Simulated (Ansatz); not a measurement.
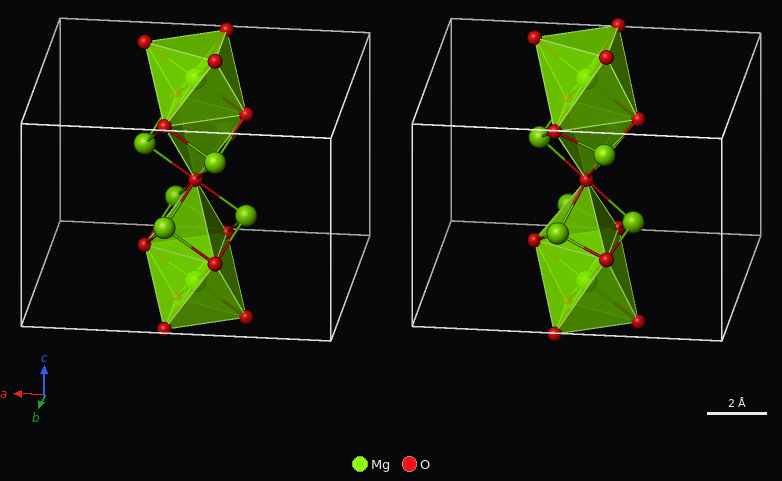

Two geometries of a wire of composition MgO, drawn at one scale. One is the start of a relaxation, the other its converged end. Style: polyhedral. Shown: the cell of the calculation, with the vacuum cut short, from a free direction.

Computed with DFT PBE, scalar-relativistic, plane waves, PAW in Ansatz. Set-up: plane-wave cutoff 420 eV; k-point mesh 1 × 1 × 5; occupations gaussian; smearing width 0.05 eV; no spin polarisation; cell relaxed at fixed a, b, alpha, beta, gamma; force threshold 0.02 eV/Å; at most 45 steps.

Which of the two is the end point?

The right one is the relaxed one. Case: wire along [1 1 1], 14 atoms a period. After 6 accepted moves (7 points after the start) the energy has fallen by 4.654 eV per cell of the calculation. Largest force component: 3 eV/Å at the start, 0.0017 eV/Å at the end. The SCF was repeated once at an unchanged geometry on a basis and grid sized afresh for the cell, which shifted the energy by 0.6 meV per cell of the calculation at most. The largest moves, 0.27 Å, are those of Mg atoms. By element the largest moves are Mg 0.27 Å, O 0.17 Å. Along the periodic axis the drawn cell goes c 7.368 → 7.357 Å (−0.1 %). Near-neighbour distances that change, for instance: Mg–Mg 3.008 → 2.732 Å, Mg–O 2.127 → 1.884 Å, Mg–Mg 3.008 → 2.778 Å, Mg–O 2.127 → 2.256 Å. Bond angles that change, for instance: O–Mg–O 90.0° → 109.4°, Mg–O–Mg 90.0° → 79.5°, Mg–O–Mg 90.0° → 100.5°.
